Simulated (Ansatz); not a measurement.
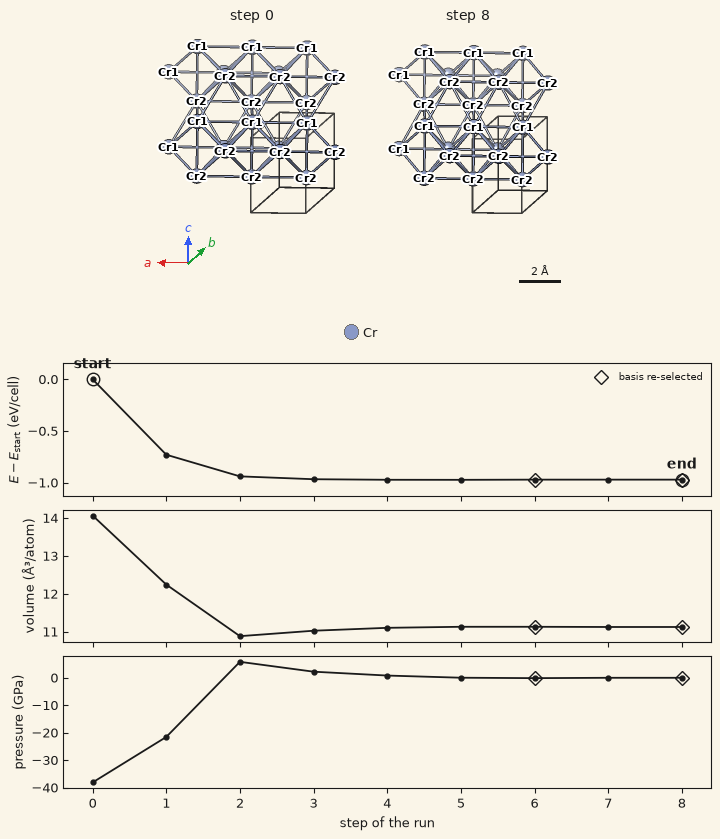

First and last geometry of a relaxation of solid Cr (set up in P6_3/mmc), with the history of the run. Style: ball-and-stick. Shown: the cell of the calculation, repeated 3 × 2 × 2 with one cell outlined, from a free direction.

The run lets cell and atoms move.

All numbers below come from Kohn-Sham DFT of a periodic cell, LDA, Ansatz PAW (Ansatz).

Input file:
```yaml
crystal:
  lattice:
    - [2.714, 0.0, 0.0]
    - [-1.357, 2.3503929459, 0.0]
    - [0.0, 0.0, 4.41]
  atoms:
    - { symbol: Cr, position: [0.6666666667, 0.3333333333, 0.75], spin: 3.0 }
    - { symbol: Cr, position: [0.3333333333, 0.6666666667, 0.25], spin: 3.0 }
hamiltonian:
  xc: lda
  pseudopotentials: { kind: paw }
magnetization:
  spin_polarized: true
kpoints:
  mp_grid: { grid: [8, 8, 5] }
scf:
  occupations: { method: fermi_dirac, width: 0.05 }
output:
  forces: true
  stress: true
  eigenvalues: true
  write_density: true
  write_potential: true
  elf: true
  volumetric_format: npy
relax:
  f_tol: 0.01
  max_steps: 40
  cell: { stress_tol: 0.05 }
```

Run as
```bash
ansatz run input.yaml --threads 2 --pin off --max-ram 5632MiB --backend cpu --events-out ev --progress --plain --runs-dir out
```

Question: What do the curves and the structures tell?

Answer: It converged. After 6 accepted moves (8 points after the start) the energy has fallen by 0.971 eV per cell of the calculation. All forces vanish by symmetry, so only the cell relaxes. The pressure goes from −38.10 to 0.00 GPa. At 2 points the geometry stayed and the basis and grid were re-selected for the new cell (energy shift of 1.9 meV per cell of the calculation at most each time). No atom moves by more than 0.005 Å relative to the cell. The drawn cell changes as follows: a = b 2.714 → 2.430 Å (−10.5 %), c 4.410 → 4.352 Å (−1.3 %); the volume changes by −20.9 %. Among the contacts that change: Cr1–Cr1 2.714 → 2.430 Å, Cr1–Cr2 2.705 → 2.589 Å. The space group stays P6_3/mmc (No. 194). The program noted that the starting moments weren't kept.

| step | E − E(0), meV/atom | pressure, GPa | volume, Å³/atom | note |
| --- | --- | --- | --- | --- |
| 0 | 0.00 | -38.10 | 14.066 |  |
| 1 | -364.76 | -21.54 | 12.244 |  |
| 2 | -469.52 | 5.81 | 10.884 |  |
| 3 | -483.34 | 2.22 | 11.027 |  |
| 4 | -486.02 | 0.81 | 11.103 |  |
| 5 | -486.26 | 0.03 | 11.131 |  |
| 6 | -485.34 | -0.13 | 11.131 | same geometry, new basis |
| 7 | -485.35 | 0.00 | 11.125 |  |
| 8 | -485.35 | 0.00 | 11.125 | same geometry, new basis |

Limits of the set-up: only the magnetic order of this start and cell was tried (total moment 0.0 μB per cell).
